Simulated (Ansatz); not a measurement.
# Geometry relaxation of WS₂ (part 2 of 2)

Continued. System: WS₂ (3 atoms in the cell). Method: DFT PBE, scalar-relativistic, plane waves, PAW, no spin polarisation (Ansatz 0.2.0); cutoff 420 eV, 6×6×6 k-mesh, Gaussian smearing of 0.1 eV. The structure derives from an entry of the Crystallography Open Database.

Geometry of the input (Å; fractional positions):
```
1.5790  0.9116  6.1633
-1.5790  0.9116  6.1633
0.0000  -1.8233  6.1633
W  0.0000  0.0000  0.0000
S  0.7503  0.7503  0.7503
S  0.5810  0.5810  0.5810
```

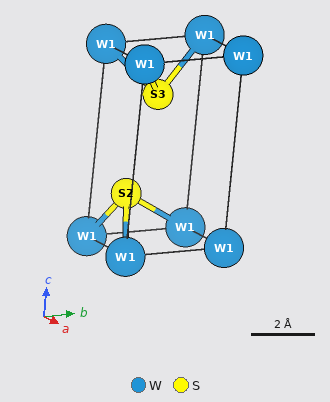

The geometry at step 3 of the log (ball-and-stick view of the reduced cell, seen slightly off an axis; atoms are numbered from 1 in the order of the input).

### What the program printed, continued
```
SCF iter   1: F=—  HF=-12191.433317 eV  |F-HF|=—  |Δ(HF+E_count)|=         —  Δρ=1.96e-3  dr2=1.82e-3  ethr=6.91e-6  ⟨swp⟩=2.0  Hψ=3802  notcnv=0
preconditioner: auto → none  [insulator: Δε(μ)=1.516 eV  Ē_g=8.684 eV  σ=0.100 eV  W_gap=1.00  n_scr=16 (ndim 8)  ℏωp=20.1 eV  f_vac=0.140  D(μ)=0.00/eV (n_scr^D=0)  ε∞_Penn≈6.3]
SCF iter   2: F=—  HF=-12191.432997 eV  |F-HF|=—  |Δ(HF+E_count)|=   3.20e-4  Δρ=8.77e-4  dr2=3.34e-4  ethr=6.91e-6  ⟨swp⟩=2.0  Hψ=768  notcnv=0
SCF iter   3: F=—  HF=-12191.433072 eV  |F-HF|=—  |Δ(HF+E_count)|=   7.44e-5  Δρ=5.58e-4  dr2=5.36e-4  ethr=1.28e-6  ⟨swp⟩=2.0  Hψ=766  notcnv=0
SCF iter   4: F=—  HF=-12191.433011 eV  |F-HF|=—  |Δ(HF+E_count)|=   6.08e-5  Δρ=3.18e-4  dr2=1.13e-4  ethr=1.28e-6  ⟨swp⟩=2.1  Hψ=766  notcnv=0
SCF iter   5: F=—  HF=-12191.432999 eV  |F-HF|=—  |Δ(HF+E_count)|=   1.16e-5  Δρ=9.07e-5  dr2=7.34e-6  ethr=4.34e-7  ⟨swp⟩=1.4  Hψ=578  notcnv=0
SCF iter   6: F=—  HF=-12191.432995 eV  |F-HF|=—  |Δ(HF+E_count)|=   4.70e-6  Δρ=3.13e-5  dr2=2.48e-6  ethr=2.82e-8  ⟨swp⟩=2.1  Hψ=762  notcnv=0
SCF iter   7: F=—  HF=-12191.432993 eV  |F-HF|=—  |Δ(HF+E_count)|=   1.38e-6  Δρ=7.11e-6  dr2=1.87e-8  ethr=9.55e-9  ⟨swp⟩=2.0  Hψ=695  notcnv=0
SCF iter   8: F=-12191.432993 eV  HF=-12191.432993 eV  |F-HF|=3.02e-10  |Δ(HF+E_count)|=   1.34e-9  Δρ=1.95e-6  dr2=1.45e-9  ethr=1.15e-11  ⟨swp⟩=6.9  Hψ=2644  notcnv=0
SCF 6 converged in 8 iterations: F = -12191.432993 eV  dr2 = 1.45e-9
relax step   6: F+E_penalty+E_count = -12191.43299330 eV  Δ(F+E_penalty+E_count) = -7.943e-4 eV  max|allowed force component| = 1.648e-2 eV/Å  Δτ_max = 0.0240 Å  P = +0.131 GPa  Ω = 61.627 Å³  energy of the carried Pulay correction = -1.408e-3 eV  (8 SCF iters, accepted)
Basis set: ecut = 420 eV, 1205 PW (Γ), FFT grids on a1−a3, a2−a3, a3, exchange–correlation on 48×48×100 points (8 copies of the dense FFT grid, shifted against one another)
Initial wavefunctions: pseudopotential atomic-orbital guess (no wavefunctions were taken with the density)
iter 1 solved again at ethr=7.21e-7 eV; its pass at ethr=3.10e-3 eV (dr2=1.88e-4 eV) is discarded
SCF iter   1: F=—  HF=-12191.436303 eV  |F-HF|=—  |Δ(HF+E_count)|=         —  Δρ=2.60e-4  dr2=3.07e-6  ethr=7.21e-7  ⟨swp⟩=3.0  Hψ=4685  notcnv=0
preconditioner: auto → none  [insulator: Δε(μ)=1.510 eV  Ē_g=8.689 eV  σ=0.100 eV  W_gap=1.00  n_scr=16 (ndim 8)  ℏωp=20.1 eV  f_vac=0.136  D(μ)=0.00/eV (n_scr^D=0)  ε∞_Penn≈6.3]
SCF iter   2: F=—  HF=-12191.436460 eV  |F-HF|=—  |Δ(HF+E_count)|=   1.57e-4  Δρ=1.31e-4  dr2=1.15e-6  ethr=1.18e-8  ⟨swp⟩=2.0  Hψ=781  notcnv=0
SCF iter   3: F=—  HF=-12191.436509 eV  |F-HF|=—  |Δ(HF+E_count)|=   4.88e-5  Δρ=6.10e-5  dr2=5.73e-6  ethr=4.42e-9  ⟨swp⟩=2.2  Hψ=992  notcnv=0  recentre
SCF iter   4: F=—  HF=-12191.436512 eV  |F-HF|=—  |Δ(HF+E_count)|=   2.76e-6  Δρ=5.55e-6  dr2=7.63e-9  ethr=4.42e-9  ⟨swp⟩=2.0  Hψ=766  notcnv=0
SCF iter   5: F=-12191.436512 eV  HF=-12191.436512 eV  |F-HF|=0.00e0  |Δ(HF+E_count)|=   1.63e-8  Δρ=2.14e-6  dr2=2.16e-9  ethr=1.15e-11  ⟨swp⟩=6.6  Hψ=2546  notcnv=0
SCF 7 converged in 5 iterations: F = -12191.436512 eV  dr2 = 2.16e-9
relax step   7: F+E_penalty+E_count = -12191.43651170 eV  Δ(F+E_penalty+E_count) = -3.518e-3 eV  max|allowed force component| = 1.561e-2 eV/Å  Δτ_max = 0.0000 Å  P = +0.199 GPa  Ω = 61.627 Å³  stress off target by 3.25e-1 GPa  SCF on the basis re-selected at this cell (its energy is not comparable with the rows above)  (5 SCF iters)
```

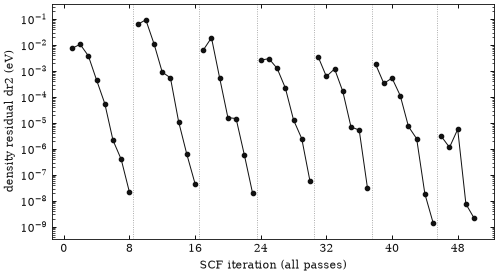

Convergence of the self-consistent field: density residual dr2 against the SCF iteration. The dotted lines part the SCF passes of the relaxation: geometry steps, rejected trials and re-solves on a re-selected basis. The 7 passes take 5 to 8 iterations each, 50 in all.

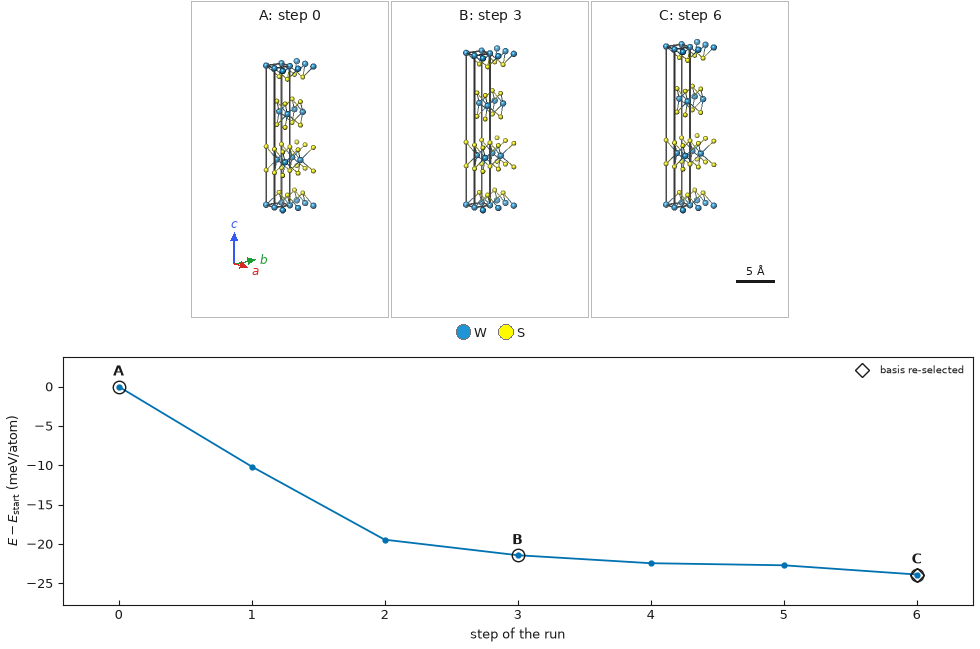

Frames of the relaxation (ball-and-stick view of the cell 3 times as large as that of the calculation, set on its symmetry axes, repeated 2 × 2 × 1, seen slightly off an axis) above the curves, on which the letters mark them (the first geometry is step 0 here and step 1 in the log).

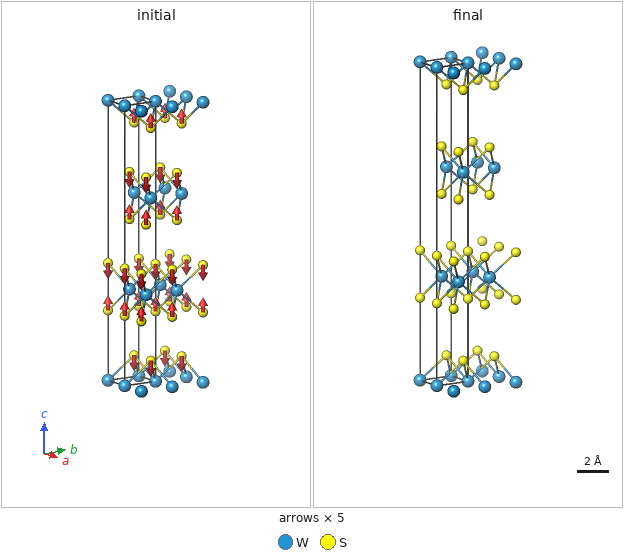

Before (left) and after (right) the relaxation, at one scale (ball-and-stick view of the cell 3 times as large as that of the calculation, set on its symmetry axes, repeated 2 × 2 × 1, seen slightly off an axis). The red arrows give the displacements (without the part carried along by the change of the cell), magnified 5 times. The energy falls by 22.7 meV per atom in 5 geometry steps. Largest force component: 0.61 eV/Å at the start, 0.016 eV/Å at the end. Pressure: 4.59 GPa at the start and 0.20 GPa at the end. The atom that moves furthest relative to the cell is S3 (0.22 Å). By element the largest moves are S 0.22 Å, W 0.01 Å. Cell: a = b 3.158 → 3.187 Å (+0.9 %), c 18.490 → 21.013 Å (+13.6 %). Volume +15.8 %. Among the contacts that change: W1–S2 2.391 → 2.419 Å. The space group stays R3m (No. 160). A last SCF at the same geometry on a re-selected plane-wave basis shifts the energy by −1.2 meV per atom. (Atoms are counted from 1 in the order of the input.)

```
basis re-selected at this cell: Δ(F+E_penalty+E_count) = -3.518e-3 eV, ΔP = +0.067 GPa vs the last step (what re-selecting the basis moved, of the pressure what is left beyond the Pulay correction that the steps carried, after the strain that the cell walked since its last selection, with what the two solves' SCF thresholds leave and, on support functions, any second-order correction that the steps lacked; it is no measure of the basis error at this ecutwfc). The dense FFT grid was sized anew with the basis: this SCF ran on 24×24×50 points, the steps before it on 24×24×45, so part of this shift can come from that change (see relax.cell in the input reference). This SCF's stress stands 3.25e-1 GPa from its target on what of the cell is left free (relax.cell.stress_tol is 5.00e-1 GPa) and its largest allowed force component is 1.56e-2 eV/Å (relax.f_tol is 5.00e-2 eV/Å): within both
SCF converged after 5 iterations
Free energy (F): -12191.436512 eV
Harris-Foulkes:  -12191.436512 eV  (|F-HF|=0.00e0)
Internal energy: -12191.436512 eV  (E = F + TS)
E sigma→0 (E₀):  -12191.436512 eV
Fermi energy:    9.847831 eV
--- Per-component energies (eV) ---
  E_band       = -244.803613
  E_kinetic    = 665.125421
  E_local      = -2364.725686  (includes V_loc(G=0)·N_el)
  E_nonlocal   = 57.262135
  E_hartree    = 973.481091
  E_xc         = -461.696531
  E_vxc        = -414.398185  (∫ρ·V_xc dr)
  E_paw        = -9763.064815  (= ΣΔE_a)
  E_vpaw       = -135.029640  (= ΣTr[D̂ρ^β])
  E_aug_tail   = -0.000060  (compensation charges beyond the density's cutoff)
  E_ewald      = -1297.818067
  E_smearing   = -0.000000  (= −TS)
  E_closure    = -0.000000  (closes the sum)
  Σ components = -12191.436512   (vs F -12191.436512, Δ=0.00e0)
--- Forces (eV/Å), atoms counted from 1 ---
  atom   1  W     -0.00000000    -0.00000000     0.00441431
  atom   2  S      0.00000000    -0.00000000     0.01117887
  atom   3  S     -0.00000000    -0.00000000    -0.01561547
  max |Σ_I F_I| component: 2.23e-5 eV/Å
--- Stress (GPa, compression-positive) ---
        0.135265       0.000000       0.000000
        0.000000       0.135265       0.000000
        0.000000       0.000000       0.325468
  P = ⅓ Tr σ = 0.1987 GPa (1.987 kbar)
--- Band table (eV; the first three rows and the last of 32) ---
  k-point 0: bands = ["-65.1560", "-29.4316", "-29.2794", "-29.2794", "-5.9457", "-4.2595", "2.3347", "5.9621", "5.9621", "7.1830", "7.1830", "7.1958", "8.4897", "11.6701", "11.6701", "11.8414", "11.8414"]
  k-point 1: bands = ["-65.1519", "-29.4166", "-29.3626", "-29.2988", "-5.5083", "-4.1069", "2.8476", "4.9798", "5.7968", "6.3806", "6.5877", "7.6247", "8.3313", "10.9922", "11.5264", "11.6983", "12.3625"]
  k-point 2: bands = ["-65.1437", "-29.5256", "-29.3864", "-29.3374", "-4.4822", "-3.7581", "3.0317", "4.2386", "4.3901", "5.7384", "7.0294", "7.2005", "7.5898", "11.2315", "11.3710", "12.5860", "13.2096"]
  k-point 31: bands = ["-65.1560", "-29.4316", "-29.2793", "-29.2793", "-5.9064", "-4.3407", "2.6398", "5.9599", "5.9599", "6.2671", "7.1876", "7.1876", "9.1007", "11.6857", "11.6857", "11.8183", "11.8183"]
--- Relaxed structure (6 steps of the walk, 6 accepted, 1 SCFs on fresh bases) ---
  F+E_penalty+E_count = -12191.43651170 eV   max|allowed force component| = 1.561e-2 eV/Å   (the final SCF, on the basis selected at the relaxed cell)
  cell:  # Å, volume = 61.6265 Å³
    - [1.5936872858057924, 0.9201157834640581, 7.0043961980019755]
    - [-1.5936872858057924, 0.9201157834640581, 7.0043961980019755]
    - [6.649449482166325e-17, -1.8402315669281162, 7.0043961980019755]
  atoms:
    - { symbol: W, position: [-0.000681277545188787, -0.0006812775451887864, -0.0006812775451887864] }
    - { symbol: S, position: [0.7407191491918199, 0.7407191491918199, 0.7407191491918199] }
    - { symbol: S, position: [0.5912621283533686, 0.5912621283533686, 0.5912621283533686] }
```

### Trajectory as extended XYZ (Å, eV, eV/Å), 7 frames, from step=1 to step=7
```
3
Lattice="1.5790 0.9116 6.1633 -1.5790 0.9116 6.1633 0.0000 -1.8233 6.1633" Properties=species:S:1:pos:R:3:forces:R:3 step=1 energy=-12191.36484 pressure_GPa=4.59
W     0.0000    0.0000    0.0000    0.0000   0.0000  -0.6087
S     0.0000    0.0000   13.8730    0.0000   0.0000   0.5134
S     0.0000    0.0000   10.7427    0.0000   0.0000   0.0953
3
Lattice="1.6177 0.9340 6.4637 -1.6177 0.9340 6.4637 0.0000 -1.8680 6.4637" Properties=species:S:1:pos:R:3:forces:R:3 step=2 energy=-12191.39533 pressure_GPa=-0.61
W     0.0000    0.0000   -0.0162    0.0000   0.0000   0.1454
S     0.0000    0.0000   14.4532    0.0000   0.0000   0.2298
S     0.0000    0.0000   11.3784    0.0000   0.0000  -0.3752
3
Lattice="1.5988 0.9231 6.5690 -1.5988 0.9231 6.5690 0.0000 -1.8461 6.5690" Properties=species:S:1:pos:R:3:forces:R:3 step=3 energy=-12191.42322 pressure_GPa=0.16
W     0.0000    0.0000   -0.0133    0.0000   0.0000   0.0002
S     0.0000    0.0000   14.6878    0.0000   0.0000   0.0520
S     0.0000    0.0000   11.5612    0.0000   0.0000  -0.0522
3
Lattice="1.5930 0.9197 6.7199 -1.5930 0.9197 6.7199 0.0000 -1.8394 6.7199" Properties=species:S:1:pos:R:3:forces:R:3 step=4 energy=-12191.42915 pressure_GPa=0.43
W     0.0000    0.0000   -0.0138    0.0000   0.0000   0.0099
S     0.0000    0.0000   14.9966    0.0000   0.0000   0.0026
S     0.0000    0.0000   11.8560    0.0000   0.0000  -0.0126
3
Lattice="1.5922 0.9193 6.8888 -1.5922 0.9193 6.8888 0.0000 -1.8385 6.8888" Properties=species:S:1:pos:R:3:forces:R:3 step=5 energy=-12191.43220 pressure_GPa=0.39
W     0.0000    0.0000   -0.0145    0.0000   0.0000   0.0227
S     0.0000    0.0000   15.3348    0.0000   0.0000   0.0045
S     0.0000    0.0000   12.1929    0.0000   0.0000  -0.0273
3
Lattice="1.5937 0.9201 7.0044 -1.5937 0.9201 7.0044 0.0000 -1.8402 7.0044" Properties=species:S:1:pos:R:3:forces:R:3 step=6 energy=-12191.43299 pressure_GPa=0.13
W     0.0000    0.0000   -0.0143    0.0000   0.0000   0.0044
S     0.0000    0.0000   15.5649    0.0000   0.0000   0.0121
S     0.0000    0.0000   12.4243    0.0000   0.0000  -0.0165
3
Lattice="1.5937 0.9201 7.0044 -1.5937 0.9201 7.0044 0.0000 -1.8402 7.0044" Properties=species:S:1:pos:R:3:forces:R:3 step=7 energy=-12191.43651 pressure_GPa=0.20
W     0.0000    0.0000   -0.0143    0.0000   0.0000   0.0044
S     0.0000    0.0000   15.5649    0.0000   0.0000   0.0112
S     0.0000    0.0000   12.4243    0.0000   0.0000  -0.0156
```

### Key numbers

- outcome: converged
- space group (tolerance 0.01 Å): R3m (160)
- electrons treated: 26
- free energy: −12191.4365 eV
- Fermi energy: 9.848 eV
- gap on the k-point mesh: 1.51 eV
- pressure: 0.20 GPa
- final volume: 61.63 Å³
- largest force (length of the vector) at the end: 0.016 eV/Å
- final cell: a = 7.242 Å, b = 7.242 Å, c = 7.242 Å, α = 25.42°, β = 25.42°, γ = 25.42°
- hardware: 1 thread of Intel Xeon @ 2.50GHz (Skylake/Cascade Lake), 192 GiB of memory available, shared host
- wall time: 27 s
- peak memory: 0.43 GiB

### Notes

Spin–orbit coupling is left out, which matters for W.
